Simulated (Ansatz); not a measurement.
## GaO: geometry relaxation (part 1 of 2)

GaO (P-6m2, 8 atoms in the cell), computed with DFT PBEsol, scalar-relativistic, plane waves, PAW, no spin polarisation (Ansatz 0.2.0).

Figures and captions count atoms from 1; the log counts them from 0 in places.

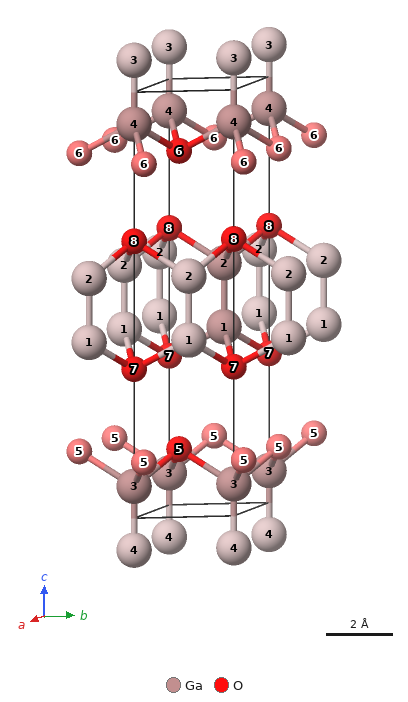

Fig. 1: The structure as given in the input (ball-and-stick view of the cell of the calculation, seen slightly off an axis; neighbours outside the cell are drawn fainter; atoms are numbered from 1 in the order of the input). An atom can appear more than once, as a periodic image.

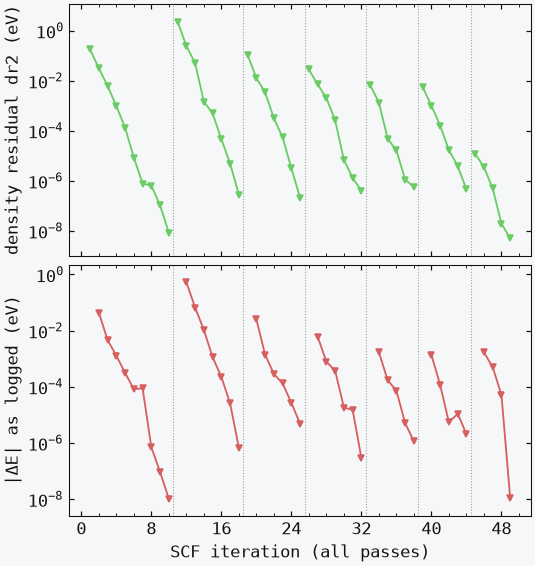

Fig. 2: Convergence of the self-consistent field: density residual dr2 and size of the energy change against the SCF iteration. The dotted lines part the SCF passes of the relaxation: geometry steps, rejected trials and re-solves on a re-selected basis. The 7 passes take 5 to 10 iterations each, 49 in all.

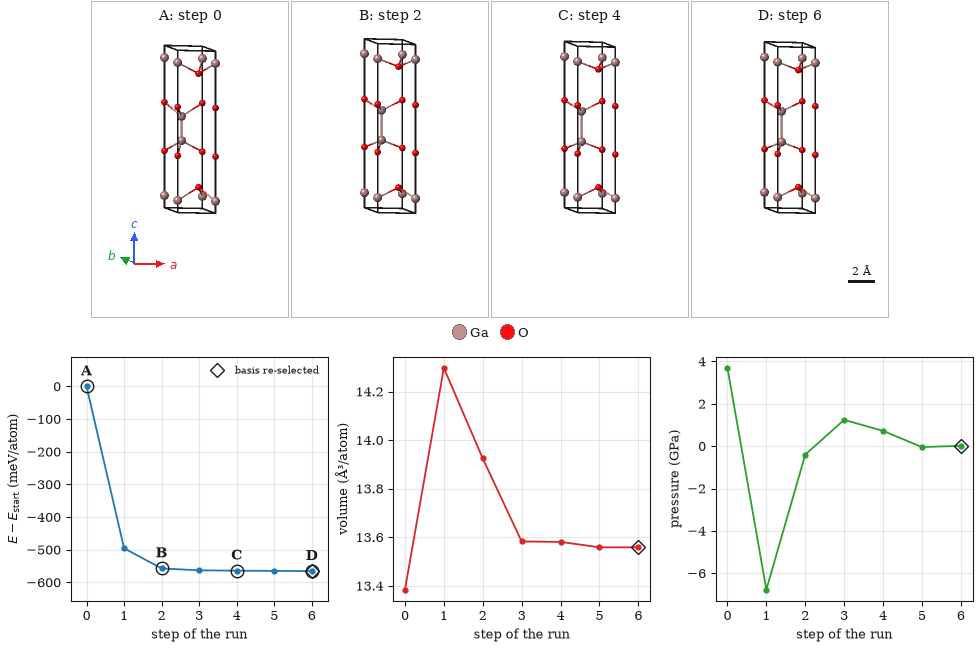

Fig. 3: Frames of the relaxation (ball-and-stick view of the cell of the calculation, seen slightly off an axis) above the curves, on which the letters mark them (the first geometry is step 0 here and step 1 in the log).

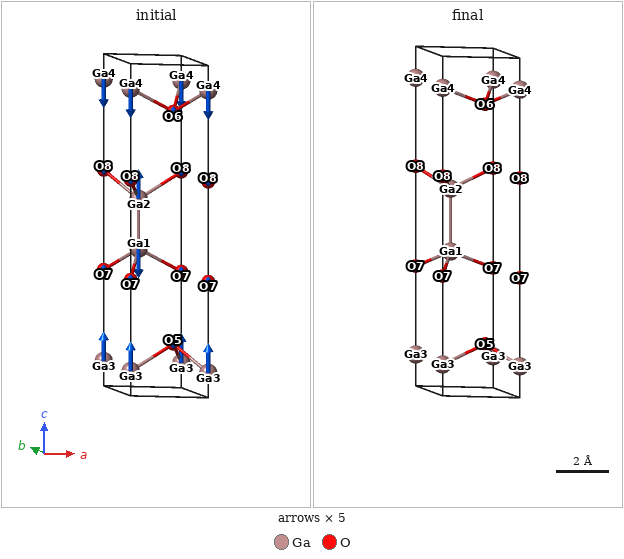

Fig. 4: Before (left) and after (right) the relaxation, at one scale (ball-and-stick view of the cell of the calculation, seen slightly off an axis). The blue arrows give the displacements (without the part carried along by the change of the cell), magnified 5 times. After 5 geometry steps the energy has fallen by 565 meV per atom. The largest force component goes from 11 to 0.01 eV/Å. Pressure: 3.69 GPa at the start and 0.02 GPa at the end. The largest moves relative to the cell, 0.23 Å, are those of Ga1, Ga2, Ga3 and Ga4. By element the largest moves are Ga 0.23 Å, O 0.04 Å. The volume changes by +1.3 %, with a = b 3.075 → 3.061 Å (−0.5 %), c 13.077 → 13.369 Å (+2.2 %). Among the contacts that change: Ga1–Ga2 1.962 → 2.473 Å, Ga1–O7 2.028 → 1.912 Å. Among the angles that change: Ga3–O5–Ga3 98.6° → 106.4°, O5–Ga3–O5 98.6° → 106.4°, Ga4–Ga3–O5 118.9° → 112.4°. The space group stays P-6m2 (No. 187). A last SCF at the same geometry on a re-selected plane-wave basis shifts the energy by −0.8 meV per atom. (Atoms are counted from 1 in the order of the input.)

These pictures come from the run below.

The input:
```yaml
crystal:
  lattice:
    - [3.0748270013, 0.0, 0.0]
    - [-1.5374135007, 2.6628782954, 0.0]
    - [0.0, 0.0, 13.077261157]
  atoms:
    - { symbol: Ga, position: [0.3333333333, 0.6666666667, 0.425] }
    - { symbol: Ga, position: [0.3333333333, 0.6666666667, 0.575] }
    - { symbol: Ga, position: [0.0, 0.0, 0.075] }
    - { symbol: Ga, position: [0.0, 0.0, 0.925] }
    - { symbol: O, position: [0.6666666667, 0.3333333333, 0.15] }
    - { symbol: O, position: [0.6666666667, 0.3333333333, 0.85] }
    - { symbol: O, position: [0.0, 0.0, 0.35] }
    - { symbol: O, position: [0.0, 0.0, 0.65] }
basis:
  ecutwfc: 420
kpoints:
  mp_grid: { grid: [6, 6, 2] }
hamiltonian:
  xc: pbesol
scf:
  occupations: { method: gaussian, width: 0.1 }
output:
  forces: true
  stress: true
  eigenvalues: true
relax:
  adjacent_minimum: "off"
  f_tol: 0.05
  max_steps: 80
  cell: { stress_tol: 0.5 }
```

Launched with:
```bash
ansatz run input.yaml --threads 4 --pin off --max-ram 12288MiB --backend cpu --events-out ev --progress --plain --runs-dir out
```

What the program printed:
```
Engine: ansatz 0.2.0, aarch64-unknown-linux-gnu
Pseudopotentials: kind: paw
Pseudopotential: Ga, paw, valence charge 13, recommended cutoff 420 eV (normal), Ga.paw.azcp
Pseudopotential: O, paw, valence charge 6, recommended cutoff 420 eV (normal), O.paw.azcp
Functional definition: PBEsol
  exchange = pbesol_x
  correlation = pbesol_c
Crystal: 8 atoms, lattice volume = 107.075 Å³
Basis set: ecut = 420 eV, 2083 PW (Γ), exchange–correlation on 48×48×180 points (8 copies of the dense FFT grid, shifted against one another)
Bands: 46, of which v1, the nominal top of the filled ones, is band 38 counted from 1 (37 counted from 0)
Symmetry: 12 space group operations
Space group: P-6m2 (ITA 187), of the structure as read, at distance tolerance 4.7e-5 Å
k-points: 14 of 72 (time reversal used)
Non-local potential: Ga, projectors of the file, l = 0: 2, l = 1: 2, l = 2: 3, l = 3: 1
Non-local potential: O, projectors of the file, l = 0: 2, l = 1: 2, l = 2: 1
PAW form: soft (Blöchl's): semilocal exchange-correlation on the pseudo side does not see the compensation charge
PAW frozen core: Ga, regenerated for the run's functional, and the local potential with it (the file was generated under x = pbe(κ = 0.804, μ = 0.2195149727645171), c = pbe(β = 0.06672455060314922))
PAW frozen core: O, regenerated for the run's functional, and the local potential with it (the file was generated under x = pbe(κ = 0.804, μ = 0.2195149727645171), c = pbe(β = 0.06672455060314922))
PAW one-centre angular grid: Ga, 590 points (default); XC on 64 Gauss nodes
PAW one-centre angular grid: O, 110 points (default); XC on 64 Gauss nodes
Initial density: superposition of atomic densities (neutral atoms: chi_scale 0, normalization atom), corrected by the library's trained network
Initial wavefunctions: pseudopotential atomic-orbital guess
Functional: x = pbesol(κ = 0.804, μ = 0.12345679012345678), c = pbesol(β = 0.046)
SCF iter   1: F=—  HF=-17213.392055 eV  |F-HF|=—  |Δ(HF+E_count)|=         —  Δρ=1.48e-2  dr2=1.77e-1  ethr=1.77e-3  ⟨swp⟩=6.9  Hψ=2412  notcnv=0
preconditioner: auto → Resta (q_TF=auto, 2.577 Å⁻¹)  ε∞=4.8  [insulator: Δε(μ)=1.630 eV  Ē_g=15.968 eV  σ=0.100 eV  W_gap=1.00  n_scr=40 (ndim 8)  ℏωp=31.3 eV  f_vac=0.119  D(μ)=0.00/eV (n_scr^D=0)  ε∞_Penn≈4.8]
SCF iter   2: F=—  HF=-17213.348418 eV  |F-HF|=—  |Δ(HF+E_count)|=   4.36e-2  Δρ=3.74e-3  dr2=3.08e-2  ethr=2.32e-4  ⟨swp⟩=2.0  Hψ=1239  notcnv=0  defer=39
SCF iter   3: F=—  HF=-17213.343803 eV  |F-HF|=—  |Δ(HF+E_count)|=   4.61e-3  Δρ=1.72e-3  dr2=6.11e-3  ethr=4.06e-5  ⟨swp⟩=2.0  Hψ=750  notcnv=0  defer=39
SCF iter   4: F=—  HF=-17213.342522 eV  |F-HF|=—  |Δ(HF+E_count)|=   1.28e-3  Δρ=8.01e-4  dr2=9.65e-4  ethr=8.04e-6  ⟨swp⟩=2.0  Hψ=1074  notcnv=0  defer=39
SCF iter   5: F=—  HF=-17213.342211 eV  |F-HF|=—  |Δ(HF+E_count)|=   3.11e-4  Δρ=3.08e-4  dr2=1.31e-4  ethr=1.27e-6  ⟨swp⟩=2.0  Hψ=1074  notcnv=0  defer=39
SCF iter   6: F=—  HF=-17213.342293 eV  |F-HF|=—  |Δ(HF+E_count)|=   8.16e-5  Δρ=5.90e-5  dr2=8.39e-6  ethr=1.72e-7  ⟨swp⟩=2.7  Hψ=1123  notcnv=0  defer=39
SCF iter   7: F=—  HF=-17213.342381 eV  |F-HF|=—  |Δ(HF+E_count)|=   8.83e-5  Δρ=2.01e-5  dr2=7.66e-7  ethr=1.10e-8  ⟨swp⟩=2.0  Hψ=1106  notcnv=0  defer=39
SCF iter   8: F=—  HF=-17213.342382 eV  |F-HF|=—  |Δ(HF+E_count)|=   6.97e-7  Δρ=2.27e-5  dr2=6.33e-7  ethr=1.32e-10  ⟨swp⟩=10.4  Hψ=3150  notcnv=0
SCF iter   9: F=—  HF=-17213.342382 eV  |F-HF|=—  |Δ(HF+E_count)|=   9.13e-8  Δρ=8.43e-6  dr2=1.03e-7  ethr=8.32e-10  ⟨swp⟩=2.2  Hψ=1075  notcnv=0
SCF iter  10: F=-17213.342382 eV  HF=-17213.342382 eV  |F-HF|=3.25e-9  |Δ(HF+E_count)|=   1.02e-8  Δρ=1.69e-6  dr2=8.27e-9  ethr=1.32e-10  ⟨swp⟩=4.6  Hψ=2086  notcnv=0
SCF 1 converged in 10 iterations: F = -17213.342382 eV  dr2 = 8.27e-9
  greatest PAW one-centre occupation: 0.995 electrons in one spin orbital (limit 2), on the Ga atom at site 3 (counted from 0), in its partial waves of l = 2
relax step   1: F+E_penalty+E_count = -17213.34238193 eV  Δ(F+E_penalty+E_count) = +0.000e0 eV  max|allowed force component| = 1.092e1 eV/Å  Δτ_max = 0.0000 Å  P = +3.694 GPa  Ω = 107.075 Å³  (10 SCF iters, dr2 threshold 1.00e-7 eV, accepted)
Crystal: 8 atoms, lattice volume = 114.378 Å³
Basis set: ecut = 420 eV, 2205 PW (Γ), exchange–correlation on 48×48×180 points (8 copies of the dense FFT grid, shifted against one another)
Initial density: handed on by an earlier stage of this run
Initial wavefunctions: those handed on with the density
iter 1 solved again at ethr=2.95e-3 eV; its pass at ethr=3.10e-3 eV (dr2=2.24e0 eV) is discarded
SCF iter   1: F=—  HF=-17217.909927 eV  |F-HF|=—  |Δ(HF+E_count)|=         —  Δρ=4.57e-2  dr2=2.26e0  ethr=2.95e-3  ⟨swp⟩=1.0  Hψ=3161  notcnv=0
preconditioner: auto → Resta (q_TF=auto, 2.549 Å⁻¹)  ε∞=4.4  [insulator: Δε(μ)=1.219 eV  Ē_g=16.339 eV  σ=0.100 eV  W_gap=1.00  n_scr=40 (ndim 8)  ℏωp=30.3 eV  f_vac=0.118  D(μ)=0.00/eV (n_scr^D=0)  ε∞_Penn≈4.4]
SCF iter   2: F=—  HF=-17217.380468 eV  |F-HF|=—  |Δ(HF+E_count)|=   5.29e-1  Δρ=1.83e-2  dr2=2.44e-1  ethr=2.95e-3  ⟨swp⟩=3.1  Hψ=996  notcnv=0
SCF iter   3: F=—  HF=-17217.314334 eV  |F-HF|=—  |Δ(HF+E_count)|=   6.61e-2  Δρ=6.83e-3  dr2=4.98e-2  ethr=3.21e-4  ⟨swp⟩=2.7  Hψ=1341  notcnv=0  defer=43
SCF iter   4: F=—  HF=-17217.303802 eV  |F-HF|=—  |Δ(HF+E_count)|=   1.05e-2  Δρ=1.24e-3  dr2=1.45e-3  ethr=6.55e-5  ⟨swp⟩=2.0  Hψ=1146  notcnv=0  defer=43
SCF iter   5: F=—  HF=-17217.304935 eV  |F-HF|=—  |Δ(HF+E_count)|=   1.13e-3  Δρ=7.74e-4  dr2=4.85e-4  ethr=1.90e-6  ⟨swp⟩=2.0  Hψ=1094  notcnv=0  defer=43
SCF iter   6: F=—  HF=-17217.304712 eV  |F-HF|=—  |Δ(HF+E_count)|=   2.23e-4  Δρ=1.51e-4  dr2=4.61e-5  ethr=6.38e-7  ⟨swp⟩=2.1  Hψ=1090  notcnv=0  defer=43
SCF iter   7: F=—  HF=-17217.304737 eV  |F-HF|=—  |Δ(HF+E_count)|=   2.55e-5  Δρ=6.62e-5  dr2=4.72e-6  ethr=6.06e-8  ⟨swp⟩=2.0  Hψ=1112  notcnv=0  defer=43
SCF iter   8: F=-17217.304738 eV  HF=-17217.304738 eV  |F-HF|=2.08e-7  |Δ(HF+E_count)|=   6.63e-7  Δρ=1.31e-5  dr2=2.79e-7  ethr=1.05e-9  ⟨swp⟩=10.8  Hψ=3111  notcnv=0
SCF 2 converged in 8 iterations: F = -17217.304738 eV  dr2 = 2.79e-7
  greatest PAW one-centre occupation: 0.996 electrons in one spin orbital (limit 2), on the Ga atom at site 0 (counted from 0), in its partial waves of l = 2
relax step   2: F+E_penalty+E_count = -17217.30473815 eV  Δ(F+E_penalty+E_count) = -3.962e0 eV  max|allowed force component| = 2.181e0 eV/Å  Δτ_max = 0.1593 Å  P = -6.772 GPa  Ω = 114.378 Å³  energy of the carried Pulay correction = -2.527e-2 eV  (8 SCF iters, dr2 threshold 8.00e-7 eV, accepted)
Crystal: 8 atoms, lattice volume = 111.397 Å³
Basis set: ecut = 420 eV, 2169 PW (Γ), exchange–correlation on 48×48×180 points (8 copies of the dense FFT grid, shifted against one another)
iter 1 solved again at ethr=1.38e-4 eV; its pass at ethr=3.10e-3 eV (dr2=1.05e-1 eV) is discarded
SCF iter   1: F=—  HF=-17217.825268 eV  |F-HF|=—  |Δ(HF+E_count)|=         —  Δρ=1.26e-2  dr2=1.06e-1  ethr=1.38e-4  ⟨swp⟩=1.1  Hψ=3019  notcnv=0
preconditioner: auto → Resta (q_TF=auto, 2.560 Å⁻¹)  ε∞=4.4  [insulator: Δε(μ)=1.457 eV  Ē_g=16.513 eV  σ=0.100 eV  W_gap=1.00  n_scr=40 (ndim 8)  ℏωp=30.7 eV  f_vac=0.130  D(μ)=0.00/eV (n_scr^D=0)  ε∞_Penn≈4.4]
SCF iter   2: F=—  HF=-17217.800155 eV  |F-HF|=—  |Δ(HF+E_count)|=   2.51e-2  Δρ=3.60e-3  dr2=1.26e-2  ethr=1.38e-4  ⟨swp⟩=2.0  Hψ=1176  notcnv=0
SCF iter   3: F=—  HF=-17217.798774 eV  |F-HF|=—  |Δ(HF+E_count)|=   1.38e-3  Δρ=1.85e-3  dr2=3.39e-3  ethr=1.66e-5  ⟨swp⟩=1.7  Hψ=701  notcnv=0
SCF iter   4: F=—  HF=-17217.798490 eV  |F-HF|=—  |Δ(HF+E_count)|=   2.84e-4  Δρ=4.61e-4  dr2=3.11e-4  ethr=4.46e-6  ⟨swp⟩=2.6  Hψ=1143  notcnv=0
SCF iter   5: F=—  HF=-17217.798359 eV  |F-HF|=—  |Δ(HF+E_count)|=   1.31e-4  Δρ=2.42e-4  dr2=5.41e-5  ethr=4.09e-7  ⟨swp⟩=2.0  Hψ=1126  notcnv=0
SCF iter   6: F=—  HF=-17217.798385 eV  |F-HF|=—  |Δ(HF+E_count)|=   2.65e-5  Δρ=4.70e-5  dr2=3.10e-6  ethr=7.11e-8  ⟨swp⟩=3.0  Hψ=1172  notcnv=0
SCF iter   7: F=-17217.798390 eV  HF=-17217.798390 eV  |F-HF|=4.11e-7  |Δ(HF+E_count)|=   4.76e-6  Δρ=1.07e-5  dr2=2.08e-7  ethr=1.05e-9  ⟨swp⟩=7.2  Hψ=2771  notcnv=0
SCF 3 converged in 7 iterations: F = -17217.798390 eV  dr2 = 2.08e-7
  greatest PAW one-centre occupation: 0.996 electrons in one spin orbital (limit 2), on the Ga atom at site 3 (counted from 0), in its partial waves of l = 2
relax step   3: F+E_penalty+E_count = -17217.79839035 eV  Δ(F+E_penalty+E_count) = -4.937e-1 eV  max|allowed force component| = 5.788e-1 eV/Å  Δτ_max = 0.0409 Å  P = -0.400 GPa  Ω = 111.397 Å³  energy of the carried Pulay correction = -1.516e-2 eV  (7 SCF iters, dr2 threshold 8.00e-7 eV, accepted)
Crystal: 8 atoms, lattice volume = 108.662 Å³
Basis set: ecut = 420 eV, 2121 PW (Γ), exchange–correlation on 48×48×180 points (8 copies of the dense FFT grid, shifted against one another)
iter 1 solved again at ethr=3.61e-5 eV; its pass at ethr=3.10e-3 eV (dr2=2.75e-2 eV) is discarded
SCF iter   1: F=—  HF=-17217.852434 eV  |F-HF|=—  |Δ(HF+E_count)|=         —  Δρ=7.95e-3  dr2=2.78e-2  ethr=3.61e-5  ⟨swp⟩=1.9  Hψ=3280  notcnv=0
preconditioner: auto → Resta (q_TF=auto, 2.570 Å⁻¹)  ε∞=4.5  [insulator: Δε(μ)=1.392 eV  Ē_g=16.590 eV  σ=0.100 eV  W_gap=1.00  n_scr=40 (ndim 8)  ℏωp=31.1 eV  f_vac=0.116  D(μ)=0.00/eV (n_scr^D=0)  ε∞_Penn≈4.5]
SCF iter   2: F=—  HF=-17217.846314 eV  |F-HF|=—  |Δ(HF+E_count)|=   6.12e-3  Δρ=3.79e-3  dr2=7.00e-3  ethr=3.61e-5  ⟨swp⟩=2.6  Hψ=1154  notcnv=0
SCF iter   3: F=—  HF=-17217.845543 eV  |F-HF|=—  |Δ(HF+E_count)|=   7.71e-4  Δρ=1.24e-3  dr2=2.01e-3  ethr=9.21e-6  ⟨swp⟩=2.0  Hψ=1126  notcnv=0
SCF iter   4: F=—  HF=-17217.845168 eV  |F-HF|=—  |Δ(HF+E_count)|=   3.75e-4  Δρ=3.48e-4  dr2=2.57e-4  ethr=2.65e-6  ⟨swp⟩=2.0  Hψ=1116  notcnv=0
SCF iter   5: F=—  HF=-17217.845150 eV  |F-HF|=—  |Δ(HF+E_count)|=   1.81e-5  Δρ=7.54e-5  dr2=6.79e-6  ethr=3.39e-7  ⟨swp⟩=2.1  Hψ=888  notcnv=0
SCF iter   6: F=—  HF=-17217.845165 eV  |F-HF|=—  |Δ(HF+E_count)|=   1.50e-5  Δρ=3.85e-5  dr2=1.28e-6  ethr=8.93e-9  ⟨swp⟩=2.0  Hψ=1175  notcnv=0
SCF iter   7: F=-17217.845166 eV  HF=-17217.845166 eV  |F-HF|=7.30e-8  |Δ(HF+E_count)|=   2.87e-7  Δρ=2.12e-5  dr2=3.96e-7  ethr=1.05e-9  ⟨swp⟩=7.0  Hψ=3022  notcnv=0
SCF 4 converged in 7 iterations: F = -17217.845166 eV  dr2 = 3.96e-7
  greatest PAW one-centre occupation: 0.996 electrons in one spin orbital (limit 2), on the Ga atom at site 2 (counted from 0), in its partial waves of l = 2
relax step   4: F+E_penalty+E_count = -17217.84516562 eV  Δ(F+E_penalty+E_count) = -4.678e-2 eV  max|allowed force component| = 2.136e-1 eV/Å  Δτ_max = 0.0392 Å  P = +1.246 GPa  Ω = 108.662 Å³  energy of the carried Pulay correction = -5.635e-3 eV  (7 SCF iters, dr2 threshold 8.00e-7 eV, accepted)
Crystal: 8 atoms, lattice volume = 108.648 Å³
Basis set: ecut = 420 eV, 2061 PW (Γ), exchange–correlation on 48×48×180 points (8 copies of the dense FFT grid, shifted against one another)
iter 1 solved again at ethr=8.44e-6 eV; its pass at ethr=3.10e-3 eV (dr2=6.41e-3 eV) is discarded
```
